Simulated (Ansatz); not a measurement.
The structure in question:

```
CELL_PARAMETERS angstrom
5.42770 0.00000 0.00000
0.00000 5.42770 0.00000
0.00000 0.00000 5.42770
ATOMIC_POSITIONS crystal
Ce 0.00000 0.00000 0.00000
O 0.25000 0.75000 0.75000
O 0.25000 0.25000 0.75000
Ce 0.00000 0.50000 0.50000
O 0.25000 0.25000 0.25000
O 0.25000 0.75000 0.25000
Ce 0.50000 0.00000 0.50000
O 0.75000 0.75000 0.25000
O 0.75000 0.25000 0.25000
Ce 0.50000 0.50000 0.00000
O 0.75000 0.25000 0.75000
O 0.75000 0.75000 0.75000
```

**Say what kind of structure these coordinates give.**

The structure is one of CeO₂. Its lattice is face-centred cubic, its space group Fm-3m (No. 225). The arrangement is known as fluorite (CaF₂ type). Cell content 4 Ce, 8 O; Z = 4. The polyhedra are CeO8 cubes; they share edges. Each Ce has eight O in a cubic arrangement at 2.35 Å. About every O there are four Ce in a tetrahedral arrangement at 2.35 Å. The bonds build a three-dimensional framework.

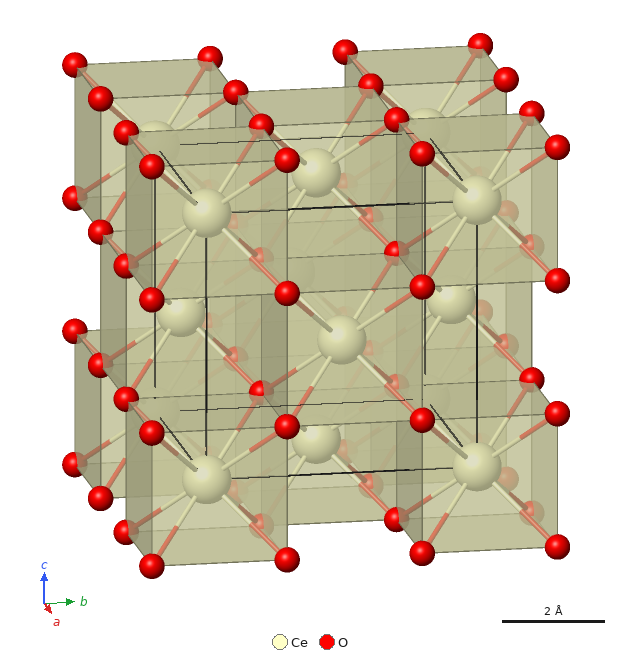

A polyhedral rendering, viewed slightly off an axis. The parallelepiped is the conventional unit cell. Some atoms of the next cells are drawn as well. Colours: cerium light yellow, oxygen red.

The structure was taken from a structure type known for this compound. Earlier steps of the study may have refined or changed the cell and positions. A calculation with Ansatz used it as input.
